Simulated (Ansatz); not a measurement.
## Formation energy and levels of the substitutional impurity Tl_Al in AlN (P6_3mc)

Charge states of Tl_Al in AlN (P6_3mc), set against the band edges. Model: a cell of 72 host atoms with 1 Al taken out and 1 Tl put in.

Calculated with Ansatz 0.2.0; place-levels on r2SCAN runs: charge-transition levels and formation energies with image-charge correction and potential alignment at the atomic sites; PAW set soft_1.

### Step 1. The starting structure

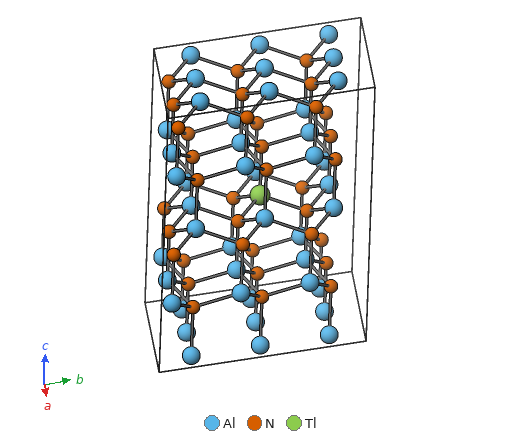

Start, viewed slightly off an axis; aluminium blue, nitrogen orange, thallium green. Some periodic images of atoms are drawn too.

The cell holds 72 atoms: 35 Al, 36 N and 1 Tl. Its edges and angles: a = 9.320 Å, b = 9.320 Å, c = 9.956 Å, α = 90.0°, β = 90.0°, γ = 120.0°. It derives from AlN (space group P6_3mc). Nearest the centre at fractional (0.444, 0.556, 0.500): Tl34 at 0.00 Å, N11 at 1.89 Å, N43 at 1.89 Å, N35 at 1.89 Å, N40 at 1.90 Å, Al9 at 3.07 Å, Al13 at 3.07 Å, Al41 at 3.07 Å.

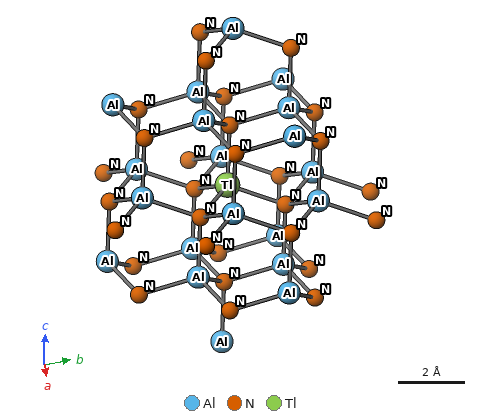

The atoms within 5 Å of the centre.

As a file:

```xyz
72
Lattice="9.3196 0.0000 0.0000 -4.6598 8.0710 0.0000 0.0000 0.0000 9.9565" Properties=species:S:1:pos:R:3 pbc="T T T"
Al    1.5533    0.8968    2.4852
Al    0.0000    1.7936    4.9743
N     1.5533    0.8968    4.3848
N     0.0000    1.7936    1.8957
Al    1.5533    0.8968    7.4634
Al    0.0000    1.7936    9.9525
N     1.5533    0.8968    9.3631
N     0.0000    1.7936    6.8739
Al    0.0000    3.5871    2.4852
Al   -1.5533    4.4839    4.9743
N     0.0000    3.5871    4.3848
N    -1.5533    4.4839    1.8957
Al    0.0000    3.5871    7.4634
Al   -1.5533    4.4839    9.9525
N     0.0000    3.5871    9.3631
N    -1.5533    4.4839    6.8739
Al   -1.5533    6.2774    2.4852
Al   -3.1065    7.1742    4.9743
N    -1.5533    6.2774    4.3848
N    -3.1065    7.1742    1.8957
Al   -1.5533    6.2774    7.4634
Al   -3.1065    7.1742    9.9525
N    -1.5533    6.2774    9.3631
N    -3.1065    7.1742    6.8739
Al    4.6598    0.8968    2.4852
Al    3.1065    1.7936    4.9743
N     4.6598    0.8968    4.3848
N     3.1065    1.7936    1.8957
Al    4.6598    0.8968    7.4634
Al    3.1065    1.7936    9.9525
N     4.6598    0.8968    9.3631
N     3.1065    1.7936    6.8739
Al    3.1065    3.5871    2.4852
Tl    1.5533    4.4839    4.9743
N     3.1065    3.5871    4.3848
N     1.5533    4.4839    1.8957
Al    3.1065    3.5871    7.4634
Al    1.5533    4.4839    9.9525
N     3.1065    3.5871    9.3631
N     1.5533    4.4839    6.8739
Al    1.5533    6.2774    2.4852
Al    0.0000    7.1742    4.9743
N     1.5533    6.2774    4.3848
N     0.0000    7.1742    1.8957
Al    1.5533    6.2774    7.4634
Al    0.0000    7.1742    9.9525
N     1.5533    6.2774    9.3631
N     0.0000    7.1742    6.8739
Al    7.7663    0.8968    2.4852
Al    6.2130    1.7936    4.9743
N     7.7663    0.8968    4.3848
N     6.2130    1.7936    1.8957
Al    7.7663    0.8968    7.4634
Al    6.2130    1.7936    9.9525
N     7.7663    0.8968    9.3631
N     6.2130    1.7936    6.8739
Al    6.2130    3.5871    2.4852
Al    4.6598    4.4839    4.9743
N     6.2130    3.5871    4.3848
N     4.6598    4.4839    1.8957
Al    6.2130    3.5871    7.4634
Al    4.6598    4.4839    9.9525
N     6.2130    3.5871    9.3631
N     4.6598    4.4839    6.8739
Al    4.6598    6.2774    2.4852
Al    3.1065    7.1742    4.9743
N     4.6598    6.2774    4.3848
N     3.1065    7.1742    1.8957
Al    4.6598    6.2774    7.4634
Al    3.1065    7.1742    9.9525
N     4.6598    6.2774    9.3631
N     3.1065    7.1742    6.8739
```

Known beforehand: the electronic dielectric constant, (4.49, 4.49, 4.72), and the static one, (8.15, 8.15, 9.65), computed on the host (DFPT, PBEsol, on the r2SCAN cell), and a cell off the functional's own equilibrium shifts the ionic part.

The cell's shortest repeat is 9.3 Å.

### Step 2. The runs of each charge state

A transition level is the Fermi level at which two charge states cost the same, so each charge needs its own total energy, at its own relaxed structure.

Each atom starts 0.05 Å or so off its site in a random direction: a symmetric start keeps its symmetry, and would miss off-centre moves and Jahn–Teller distortions. Forces are taken at one point at (¼, ¼, ¼). The cell holds 2 electrons more than the neutral one, with a uniform background that keeps it neutral on the whole.

The sampling was tested on the host first: at the k-points planned (1x1x1 shifted 0.25 0.25 0.25) its energy lies -0.014 eV an atom from the dense-mesh value, under the bound of 0.02 eV set for this test; that bounds the host's error, not the defect's.

One of the inputs; charge, spin and start change from state to state.

File qm2.relax/input.yaml:

```yaml
crystal:
  lattice:
    - [9.31956554, 9.0e-08, 0.0]
    - [-4.65978284, 8.07098046, 0.0]
    - [0.0, 0.0, 9.95647772]
  atoms:
    - { symbol: Al, position: [0.22222222, 0.11111111, 0.24960167] }
    - { symbol: Al, position: [0.11111111, 0.22222222, 0.49960167] }
    - { symbol: "N", position: [0.22222222, 0.11111111, 0.44039833] }
    - { symbol: "N", position: [0.11111111, 0.22222222, 0.19039833] }
    - { symbol: Al, position: [0.22222222, 0.11111111, 0.74960167] }
    - { symbol: Al, position: [0.11111111, 0.22222222, 0.99960167] }
    - { symbol: "N", position: [0.22222222, 0.11111111, 0.94039833] }
    - { symbol: "N", position: [0.11111111, 0.22222222, 0.69039833] }
    - { symbol: Al, position: [0.22222222, 0.44444444, 0.24960167] }
    - { symbol: Al, position: [0.11111111, 0.55555556, 0.49960167] }
    - { symbol: "N", position: [0.22222222, 0.44444444, 0.44039833] }
    - { symbol: "N", position: [0.11111111, 0.55555556, 0.19039833] }
    - { symbol: Al, position: [0.22222222, 0.44444444, 0.74960167] }
    - { symbol: Al, position: [0.11111111, 0.55555556, 0.99960167] }
    - { symbol: "N", position: [0.22222222, 0.44444444, 0.94039833] }
    - { symbol: "N", position: [0.11111111, 0.55555556, 0.69039833] }
    - { symbol: Al, position: [0.22222222, 0.77777778, 0.24960167] }
    - { symbol: Al, position: [0.11111111, 0.88888889, 0.49960167] }
    - { symbol: "N", position: [0.22222222, 0.77777778, 0.44039833] }
    - { symbol: "N", position: [0.11111111, 0.88888889, 0.19039833] }
    - { symbol: Al, position: [0.22222222, 0.77777778, 0.74960167] }
    - { symbol: Al, position: [0.11111111, 0.88888889, 0.99960167] }
    - { symbol: "N", position: [0.22222222, 0.77777778, 0.94039833] }
    - { symbol: "N", position: [0.11111111, 0.88888889, 0.69039833] }
    - { symbol: Al, position: [0.55555556, 0.11111111, 0.24960167] }
    - { symbol: Al, position: [0.44444444, 0.22222222, 0.49960167] }
    - { symbol: "N", position: [0.55555556, 0.11111111, 0.44039833] }
    - { symbol: "N", position: [0.44444444, 0.22222222, 0.19039833] }
    - { symbol: Al, position: [0.55555556, 0.11111111, 0.74960167] }
    - { symbol: Al, position: [0.44444444, 0.22222222, 0.99960167] }
    - { symbol: "N", position: [0.55555556, 0.11111111, 0.94039833] }
    - { symbol: "N", position: [0.44444444, 0.22222222, 0.69039833] }
    - { symbol: Al, position: [0.55555556, 0.44444444, 0.24960167] }
    - { symbol: Tl, position: [0.44444444, 0.55555556, 0.49960167] }
    - { symbol: "N", position: [0.55555556, 0.44444444, 0.44039833] }
    - { symbol: "N", position: [0.44444444, 0.55555556, 0.19039833] }
    - { symbol: Al, position: [0.55555556, 0.44444444, 0.74960167] }
    - { symbol: Al, position: [0.44444444, 0.55555556, 0.99960167] }
    - { symbol: "N", position: [0.55555556, 0.44444444, 0.94039833] }
    - { symbol: "N", position: [0.44444444, 0.55555556, 0.69039833] }
    - { symbol: Al, position: [0.55555556, 0.77777778, 0.24960167] }
    - { symbol: Al, position: [0.44444444, 0.88888889, 0.49960167] }
    - { symbol: "N", position: [0.55555556, 0.77777778, 0.44039833] }
    - { symbol: "N", position: [0.44444444, 0.88888889, 0.19039833] }
    - { symbol: Al, position: [0.55555556, 0.77777778, 0.74960167] }
    - { symbol: Al, position: [0.44444444, 0.88888889, 0.99960167] }
    - { symbol: "N", position: [0.55555556, 0.77777778, 0.94039833] }
    - { symbol: "N", position: [0.44444444, 0.88888889, 0.69039833] }
    - { symbol: Al, position: [0.88888889, 0.11111111, 0.24960167] }
    - { symbol: Al, position: [0.77777778, 0.22222222, 0.49960167] }
    - { symbol: "N", position: [0.88888889, 0.11111111, 0.44039833] }
    - { symbol: "N", position: [0.77777778, 0.22222222, 0.19039833] }
    - { symbol: Al, position: [0.88888889, 0.11111111, 0.74960167] }
    - { symbol: Al, position: [0.77777778, 0.22222222, 0.99960167] }
    - { symbol: "N", position: [0.88888889, 0.11111111, 0.94039833] }
    - { symbol: "N", position: [0.77777778, 0.22222222, 0.69039833] }
    - { symbol: Al, position: [0.88888889, 0.44444444, 0.24960167] }
    - { symbol: Al, position: [0.77777778, 0.55555556, 0.49960167] }
    - { symbol: "N", position: [0.88888889, 0.44444444, 0.44039833] }
    - { symbol: "N", position: [0.77777778, 0.55555556, 0.19039833] }
    - { symbol: Al, position: [0.88888889, 0.44444444, 0.74960167] }
    - { symbol: Al, position: [0.77777778, 0.55555556, 0.99960167] }
    - { symbol: "N", position: [0.88888889, 0.44444444, 0.94039833] }
    - { symbol: "N", position: [0.77777778, 0.55555556, 0.69039833] }
    - { symbol: Al, position: [0.88888889, 0.77777778, 0.24960167] }
    - { symbol: Al, position: [0.77777778, 0.88888889, 0.49960167] }
    - { symbol: "N", position: [0.88888889, 0.77777778, 0.44039833] }
    - { symbol: "N", position: [0.77777778, 0.88888889, 0.19039833] }
    - { symbol: Al, position: [0.88888889, 0.77777778, 0.74960167] }
    - { symbol: Al, position: [0.77777778, 0.88888889, 0.99960167] }
    - { symbol: "N", position: [0.88888889, 0.77777778, 0.94039833] }
    - { symbol: "N", position: [0.77777778, 0.88888889, 0.69039833] }
  host:
    repeats: [3, 3, 2]
    atoms:
      - { symbol: Al, position: [0.66666667, 0.33333333, 0.49920333] }
      - { symbol: Al, position: [0.33333333, 0.66666667, 0.99920333] }
      - { symbol: "N", position: [0.66666667, 0.33333333, 0.88079667] }
      - { symbol: "N", position: [0.33333333, 0.66666667, 0.38079667] }
total_charge: -2
basis:
  ecutwfc: 500
  xc_grid: 2
hamiltonian:
  xc: r2scan
  pseudopotentials: { kind: paw, azcp: { folder: soft_1 } }
kpoints:
  mp_grid: { grid: [1, 1, 1], shift: [0.25, 0.25, 0.25] }
scf:
  occupations: { method: fixed }
  max_iter: 60
output:
  forces: true
  charged_corrections:
    epsilon: [4.49, 4.49, 4.72]
    static_epsilon: [8.15, 8.15, 9.65]
    defect_position: [0.444444, 0.555556, 0.499602]
relax:
  f_tol: 0.02
  max_steps: 80
  random_displacement: { amplitude: 0.05, seed: 4936 }
checkpoint:
  write: "../qm2.relax.run"
  compress: false
  write_wavefunctions: true
  write_every: 100000
```

The run is started by

```console
$ ansatz run input.yaml --threads 4 --pin off --max-ram 15073MiB --backend cpu --events-out ev --progress --plain --runs-dir out
```

Defect states can disperse in a cell of this size, so the energy is taken again at a 2×2×2 shifted mesh, on the relaxed structure.

The run of this state that the levels use, under r2SCAN:

File qm2.point/input.yaml:

```yaml
crystal:
  checkpoint: "../qm2.relax.run"
  host: checkpoint
total_charge: -2
basis:
  ecutwfc: 500
  xc_grid: 2
hamiltonian:
  xc: r2scan
  pseudopotentials: { kind: paw, azcp: { folder: soft_1 } }
kpoints:
  mp_grid: { grid: [2, 2, 2], shift: [0.5, 0.5, 0.5] }
scf:
  occupations: { method: fermi_dirac, width: 0.01 }
  max_iter: 60
output:
  forces: true
  eigenvalues: true
  charged_corrections:
    epsilon: [4.49, 4.49, 4.72]
    static_epsilon: [8.15, 8.15, 9.65]
    defect_position: [0.444444, 0.555556, 0.499602]
  eigenstates: { localisation: true }
  populations: true
checkpoint:
  read: "../qm2.relax.run"
  write: "../qm2.point.run"
  compress: false
  write_wavefunctions: false
  write_every: 100000
```

Relaxations under r2SCAN at one point at (¼, ¼, ¼); times on 4 threads of Arm Neoverse V2, shared host:

| charge | moment (μB) | occupations | outcome | steps | largest displacement against the far atoms (Å) | time |
| --- | --- | --- | --- | --- | --- | --- |
| −2 | 0 | fixed | converged | 11 | 0.89 | 2.3 min |
| −1 | 1 | fixed | converged | 12 | 0.60 | 6.1 min |
| 0 | 0 | fixed | converged | 5 | 0.30 | 74 s |
| 0 | 2 | fixed | converged | 7 | 0.60 | 3.7 min |
| +1 | 1 | fixed | converged | 6 | 0.30 | 3.5 min |
| +1 | 3 | fixed | converged | 7 | 0.54 | 3.9 min |

Single points under r2SCAN at a 2×2×2 shifted mesh; times on 4 threads of Arm Neoverse V2, shared host:

| charge | moment (μB) | occupations | outcome | time |
| --- | --- | --- | --- | --- |
| −2 | 0 | fermi-dirac | converged | 82 s |
| −1 | 1 | fermi-dirac | converged | 3.6 min |
| 0 | 0 | fermi-dirac | converged | 80 s |
| 0 | 2 | fermi-dirac | converged | 3.4 min |
| +1 | 1 | fermi-dirac | converged | 3.7 min |
| +1 | 3 | fermi-dirac | converged | 4.1 min |

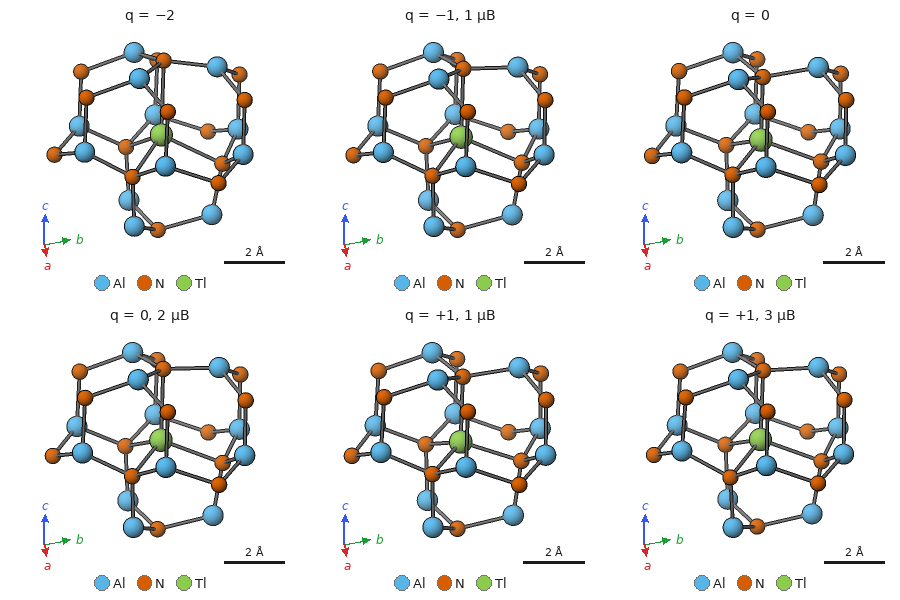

The structures near the centre after relaxation with r2SCAN, by charge.

Distances (Å) from Tl34 to the nearest atoms after relaxation with r2SCAN:

| charge | moment (μB) | 1. | 2. | 3. | 4. | 5. | 6. |
| --- | --- | --- | --- | --- | --- | --- | --- |
| −2 | 0 | N 2.30 | N 2.31 | N 2.31 | N 2.62 | Al 3.03 | Al 3.03 |
| −1 | 1 | N 2.23 | N 2.24 | N 2.24 | N 2.39 | Al 3.08 | Al 3.08 |
| 0 | 0 | N 2.14 | N 2.15 | N 2.15 | N 2.17 | N 3.09 | Al 3.12 |
| 0 | 2 | N 2.21 | N 2.22 | N 2.22 | N 2.48 | N 3.09 | Al 3.12 |
| +1 | 1 | N 2.12 | N 2.13 | N 2.13 | N 2.25 | N 2.99 | Al 3.10 |
| +1 | 3 | N 2.22 | N 2.22 | N 2.35 | N 2.43 | N 3.06 | Al 3.14 |

(Part 1 of 2 ends here.)

[Logs are printed without paths, hosts, clocks, repeated set-up lines and the standing remarks that a program may print on its own settings, such as how far it seeks lower states.]

[Hosts, paths, dates, database ids (printed as entryN), source tags and the programs' standing remarks are cut or masked in the printed files.]

[Where a table of states has a column of steps, it counts the stored structures, which are thinned; the runs took as many ionic steps or more.]

[A defect's name tells the site on which it was built; relaxed atoms can leave that site.]

[For some hosts the program warned that the k-mesh of the response run may be too coarse for force constants and the static dielectric constant; such warnings are not shown here.]
